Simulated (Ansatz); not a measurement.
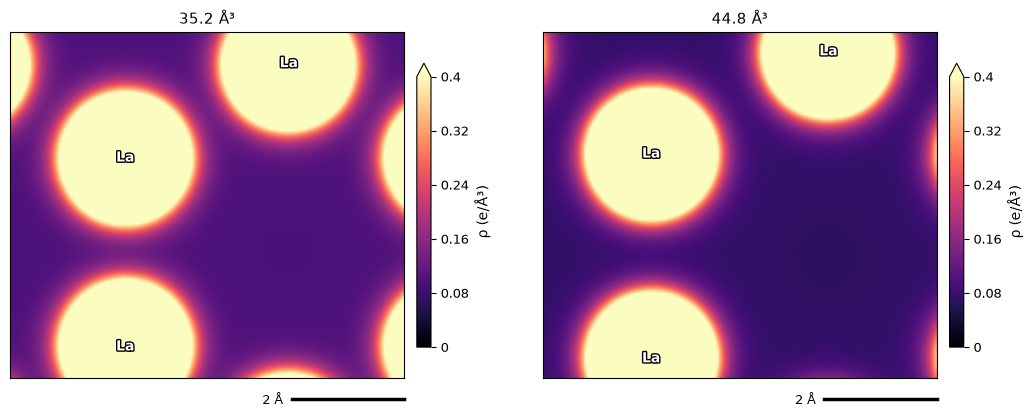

La. The valence pseudo-density of cells scaled evenly to different volumes (given per atom above each panel), on the (001) plane of each (indices in the axes of the cell below), at one length scale and on one colour scale.

A generated structure, not necessarily the stable one; computed without spin polarisation.

Computed with DFT, BLYP, plane waves (420 eV) with PAW, scalar-relativistic in Ansatz.

The largest cell:

```
CELL_PARAMETERS angstrom
6.32292 0.00000 0.00000
-3.16146 5.47581 0.00000
0.00000 0.00000 3.88560
ATOMIC_POSITIONS crystal
La 0.00000 0.00000 0.00000
La 0.33333 0.66667 0.50000
La 0.66667 0.33333 0.50000
```

| volume (Å³/atom) | La–La contact in the plane (Å) | ρ at its midpoint (e/Å³) | 
| --- | --- | --- |
| 35.23 | 3.369 | 0.138 | 
| 40.04 | 3.515 | ? | 
| 44.84 | 3.651 | 0.091 | 

Q: What values belong in the row with question marks?

A: Over the known rows ln ρ falls by 1.48 per Å of La–La distance (the line through the two), which gives 0.111 e/Å³ at 3.515 Å; the calculation gives 0.110 e/Å³.
